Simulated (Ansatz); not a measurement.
**Two runs on Rh**

System: Rh (P6₃/mmc, 2 atoms in the cell).
Method of run A: DFT PBE, scalar-relativistic, plane waves, PAW, no spin polarisation (Ansatz 0.2.0).

The structure was built on a prototype by a generator; it need not be a known phase. Text and figures count atoms from 1; the logs count them from 0 in places.

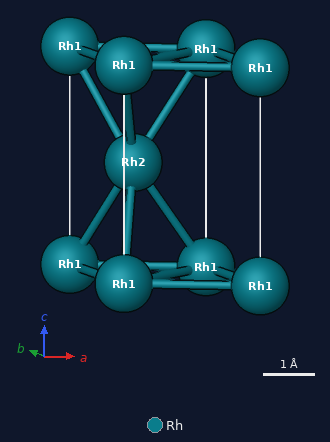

Fig. 1: The structure (ball-and-stick view of the cell of the calculation, seen slightly off an axis; atoms are numbered from 1 in the order of the input).

**Input file, run A**
```yaml
crystal:
  lattice:
    - [2.7247109498, 2.93e-07, 0.0]
    - [-1.3623557287, 2.359668754, 0.0]
    - [0.0, 0.0, 4.384686762]
  atoms:
    - { symbol: Rh, position: [0.0, 0.0, 0.0] }
    - { symbol: Rh, position: [0.3333333333, 0.6666666667, 0.5] }
basis:
  ecutwfc: 420
kpoints:
  mp_grid: { grid: [30, 30, 20] }
hamiltonian:
  xc: pbe
scf:
  occupations: { method: gaussian, width: 0.1 }
output:
  forces: true
  stress: true
  eigenvalues: true
```

Launched with:
```bash
ansatz run input.yaml --threads 1 --pin off --max-ram 2560MiB --backend cpu --events-out ev --progress --plain --runs-dir out
```

Hardware: 1 thread of Arm Neoverse V1, 24 GiB of memory available, shared host.

**Output, shortened to warnings, some set-up lines, iterations and results (run A)**
```
Basis set: ecut = 420 eV, 549 PW (Γ), exchange–correlation on 40×40×60 points (8 copies of the dense FFT grid, shifted against one another)
Symmetry: 24 space group operations
k-points: 1001 of 18000
Initial density: superposition of atomic densities (neutral atoms: chi_scale 0, normalization atom), corrected by the library's trained network
[...]
SCF iter   1: F=—  HF=-12805.707254 eV  |F-HF|=—  |Δ(HF+E_count)|=         —  Δρ=7.53e-3  dr2=2.59e-3  ethr=1.77e-3  ⟨swp⟩=4.7  Hψ=80745  notcnv=0
SCF iter   2: F=—  HF=-12805.709773 eV  |F-HF|=—  |Δ(HF+E_count)|=   2.52e-3  Δρ=4.19e-3  dr2=8.90e-4  ethr=7.62e-6  ⟨swp⟩=2.0  Hψ=37654  notcnv=0
SCF iter   3: F=—  HF=-12805.710411 eV  |F-HF|=—  |Δ(HF+E_count)|=   6.38e-4  Δρ=5.43e-4  dr2=6.30e-5  ethr=2.62e-6  ⟨swp⟩=2.0  Hψ=28943  notcnv=0
SCF iter   4: F=—  HF=-12805.710380 eV  |F-HF|=—  |Δ(HF+E_count)|=   3.06e-5  Δρ=1.82e-4  dr2=2.15e-6  ethr=1.85e-7  ⟨swp⟩=2.1  Hψ=30598  notcnv=0
SCF iter   5: F=—  HF=-12805.710382 eV  |F-HF|=—  |Δ(HF+E_count)|=   1.50e-6  Δρ=3.97e-5  dr2=3.44e-7  ethr=6.33e-9  ⟨swp⟩=2.0  Hψ=30060  notcnv=0
SCF iter   6: F=-12805.710381 eV  HF=-12805.710381 eV  |F-HF|=2.81e-8  |Δ(HF+E_count)|=   7.62e-8  Δρ=1.29e-5  dr2=3.86e-8  ethr=2.94e-10  ⟨swp⟩=4.1  Hψ=68534  notcnv=0
SCF 1 converged in 6 iterations: F = -12805.710381 eV  dr2 = 3.86e-8
SCF converged after 6 iterations
Free energy (F): -12805.710381 eV
Harris-Foulkes:  -12805.710381 eV  (|F-HF|=2.81e-8)
Internal energy: -12805.694011 eV  (E = F + TS)
E sigma→0 (E₀):  -12805.702196 eV
Entropy (-TS):   -0.016371 eV (-8.185 meV/atom)
Fermi energy:    21.786823 eV
--- Per-component energies (eV) ---
  E_band       = -190.679000
  E_kinetic    = 1145.642828
  E_local      = -3189.104642  (includes V_loc(G=0)·N_el)
  E_nonlocal   = 709.265825
  E_hartree    = 1121.137247
  E_xc         = -443.435438
  E_vxc        = -556.645235  (∫ρ·V_xc dr)
  E_paw        = -7173.783379  (= ΣΔE_a)
  E_vpaw       = -542.126754  (= ΣTr[D̂ρ^β])
  E_aug_tail   = 0.001727  (compensation charges beyond the density's cutoff)
  E_ewald      = -4975.418179
  E_smearing   = -0.016371  (= −TS)
  E_closure    = 0.000000  (closes the sum)
  Σ components = -12805.710381   (vs F -12805.710381, Δ=0.00e0)
--- Forces (eV/Å), atoms counted from 1 ---
  atom   1  Rh     0.00000000    -0.00000000    -0.00000000
  atom   2  Rh    -0.00000000     0.00000000     0.00000000
  max |Σ_I F_I| component: 4.63e-18 eV/Å
--- Stress (GPa, compression-positive) ---
       -0.142614      -0.000000      -0.000000
       -0.000000      -0.142614      -0.000000
       -0.000000      -0.000000       0.419351
  P = ⅓ Tr σ = 0.0447 GPa (0.447 kbar)
```

The input of run B differs as follows (lines with − go, lines with + come):
```diff
-  mp_grid: { grid: [30, 30, 20] }
+  mp_grid: { grid: [18, 18, 10] }
+  max_iter: 75
+magnetization:
+  spin_polarized: true
+  initial_magnetization: 7
```

Predict how the results change.

With the same functional and potentials, run B lies 0.41 meV per atom lower (other lines of the input change too). With spin allowed, the absolute moment of the cell comes to 0.00 μB. The SCF takes 11 iterations against 6. The irreducible k-points go from 1001 to 222. The two runs start from different initial densities, which also moves the count.

**Output, shortened to warnings, some set-up lines, iterations and results (run B)**
```
Warning: where an SCF of this run starts from atoms to list the orders of its open shells, Rh (sites 0, 1, from 0) starts with 2.00 μB on its 4d shell and 1.00 μB on its 5s shell, in the place of the 3.50 μB that the deck gives it: its open shells can hold no more by Hund's first rule. To start from spheres of the given moment, type scf.initial_density.shell_occupations: []
WARN: the starting moments were not kept: the SCF closed with an absolute magnetisation of 2.1e-6 μB, where they sum to 7 μB in size (2 sites). That is at most 0.1 of that sum. Measured as dr2_m measures the in/out step, that magnetisation stands 9.9e-13 eV from none, at or under the dr2_threshold of 1.0e-7 eV: it is no larger than a step whose dr2_m would equal this threshold. The system may …
Basis set: ecut = 420 eV, 549 PW (Γ), exchange–correlation on 40×40×60 points (8 copies of the dense FFT grid, shifted against one another)
Symmetry: 24 space group operations
k-points: 222 of 3240
Initial density: superposition of atomic densities (chi_scale 0.1, normalization cell)
[...]
SCF iter   1: F=—  HF=-12793.979927 eV  |F-HF|=—  |Δ(HF+E_count)|=         —  Δρ=1.12e-1 (↑2.68e-2 ↓1.12e-1)  dr2=3.20e0  dr2_m=9.71e-1  M=7.000 μB ∫|m|=7.000 μB  β_m=0.30  …
SCF iter   2: F=—  HF=-12805.347363 eV  |F-HF|=—  |Δ(HF+E_count)|=         —  Δρ=1.37e-1 (↑1.37e-1 ↓9.75e-2)  dr2=1.17e0  dr2_m=3.38e0  M=1.458 μB ∫|m|=1.458 μB  β_m=0.30  …
SCF iter   3: F=—  HF=-12805.277991 eV  |F-HF|=—  |Δ(HF+E_count)|=   6.94e-2  Δρ=8.97e-2 (↑8.97e-2 ↓8.03e-2)  dr2=1.21e-1  dr2_m=1.84e0  M=1.236 μB ∫|m|=1.236 μB  β_m=0.57  …
SCF iter   4: F=—  HF=-12805.769004 eV  |F-HF|=—  |Δ(HF+E_count)|=   4.91e-1  Δρ=4.30e-2 (↑4.30e-2 ↓2.68e-2)  dr2=1.38e-1  dr2_m=2.97e-1  M=0.401 μB ∫|m|=0.401 μB  β_m=0.59  …
SCF iter   5: F=—  HF=-12805.708869 eV  |F-HF|=—  |Δ(HF+E_count)|=   6.01e-2  Δρ=5.28e-3 (↑3.51e-3 ↓5.28e-3)  dr2=2.69e-3  dr2_m=4.11e-3  M=-0.001 μB ∫|m|=0.056 μB  β_m=0.80  …
SCF iter   6: F=—  HF=-12805.711907 eV  |F-HF|=—  |Δ(HF+E_count)|=   3.04e-3  Δρ=3.17e-3 (↑1.42e-3 ↓3.17e-3)  dr2=1.97e-3  dr2_m=1.09e-3  M=-0.024 μB ∫|m|=0.024 μB  β_m=0.74  …
SCF iter   7: F=—  HF=-12805.711264 eV  |F-HF|=—  |Δ(HF+E_count)|=   6.43e-4  Δρ=7.13e-4 (↑3.84e-4 ↓7.13e-4)  dr2=2.10e-4  dr2_m=3.30e-5  M=-0.005 μB ∫|m|=0.005 μB  β_m=0.87  …
SCF iter   8: F=—  HF=-12805.711206 eV  |F-HF|=—  |Δ(HF+E_count)|=   5.80e-5  Δρ=1.23e-4 (↑5.98e-5 ↓1.23e-4)  dr2=3.51e-6  dr2_m=1.56e-6  M=-0.001 μB ∫|m|=0.001 μB  β_m=0.84  …
SCF iter   9: F=—  HF=-12805.711198 eV  |F-HF|=—  |Δ(HF+E_count)|=   7.88e-6  Δρ=7.83e-6 (↑5.04e-6 ↓7.83e-6)  dr2=2.01e-8  dr2_m=5.68e-9  M=-0.000 μB ∫|m|=0.000 μB  β_m=0.92  …
SCF iter  10: F=—  HF=-12805.711198 eV  |F-HF|=—  |Δ(HF+E_count)|=  1.53e-10  Δρ=1.27e-6 (↑1.27e-6 ↓1.20e-6)  dr2=9.44e-10  dr2_m=3.23e-11  M=0.000 μB ∫|m|=0.000 μB  β_m=0.88 …
SCF iter  11: F=-12805.711198 eV  HF=-12805.711198 eV  |F-HF|=1.89e-10  |Δ(HF+E_count)|=  3.49e-10  Δρ=5.17e-7 (↑4.99e-7 ↓5.17e-7)  dr2=2.63e-10  dr2_m=2.68e-12  M=0.000 μB …
SCF 1 converged in 11 iterations: F = -12805.711198 eV  dr2 = 2.63e-10
WARN: the starting moments were not kept: the SCF closed with an absolute magnetisation of 2.1e-6 μB, where they sum to 7 μB in size (2 sites). That is at most 0.1 of that sum. Measured as dr2_m measures the in/out step, that magnetisation stands 9.9e-13 eV from none, at or under the dr2_threshold …
SCF converged after 11 iterations
Magnetization: 0.0000 μB (17.0000 up, 17.0000 down)
Absolute magnetization: 0.0000 μB (∫|ρ↑−ρ↓|, with the PAW one-centre terms)
Spin contamination: 0.0000 ħ² per cell (⟨S²⟩ above its minimum at these occupations)
Per-site moments (μB) at R_I (Å): [(5.91423615814453e-7, 1.1130663199442568), (5.914236154904133e-7, 1.1130663199442568)]
Free energy (F): -12805.711198 eV
Harris-Foulkes:  -12805.711198 eV  (|F-HF|=1.89e-10)
Internal energy: -12805.694451 eV  (E = F + TS)
E sigma→0 (E₀):  -12805.702824 eV
Entropy (-TS):   -0.016747 eV (-8.374 meV/atom)
Fermi energy:    21.787988 eV
--- Per-component energies (eV) ---
  E_band       = -190.740737
  E_kinetic    = 1145.617655
  E_local      = -3189.017135  (includes V_loc(G=0)·N_el)
  E_nonlocal   = 709.246935
  E_hartree    = 1121.081735
  E_xc         = -443.434289
  E_vxc        = -556.643817  (∫ρ·V_xc dr)
  E_paw        = -7173.772900  (= ΣΔE_a)
  E_vpaw       = -542.108508  (= ΣTr[D̂ρ^β])
[...]
```

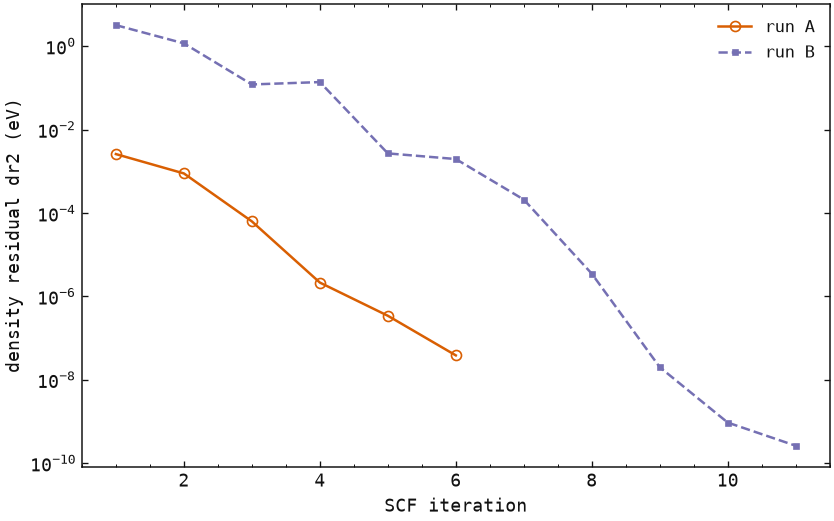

Fig. 2: Convergence of the two runs: density residual dr2 against the SCF iteration. Run A takes 6 iterations in all, and run B takes 11.

**The two runs side by side**

| quantity | run A | run B |
| --- | --- | --- |
| outcome | converged | converged |
| free energy per atom (eV) | −6402.8552 | −6402.8556 |
| energy per atom, smearing taken to zero (eV) | −6402.8511 | −6402.8514 |
| gap on the mesh (eV) | 0.00 | 0.00 |
| pressure (GPa) | 0.04 | 0.03 |
| largest force (eV/Å) | 0.000 | 0.000 |
| SCF iterations | 6 | 11 |
| irreducible k-points | 1001 | 222 |
| plane waves at Γ | 549 | 549 |
| net moment of the cell (μB) | – | 0.00 |
| absolute moment of the cell (μB) | – | 0.00 |
| wall time (shared host) | 25 s | 22 s |

For run B: The input was spoiled on purpose: an impossible spin (`magnetization`). It did no harm here: the run converged to the energy of the sound run within 1 meV per atom. Warnings: some starting moments were not kept.
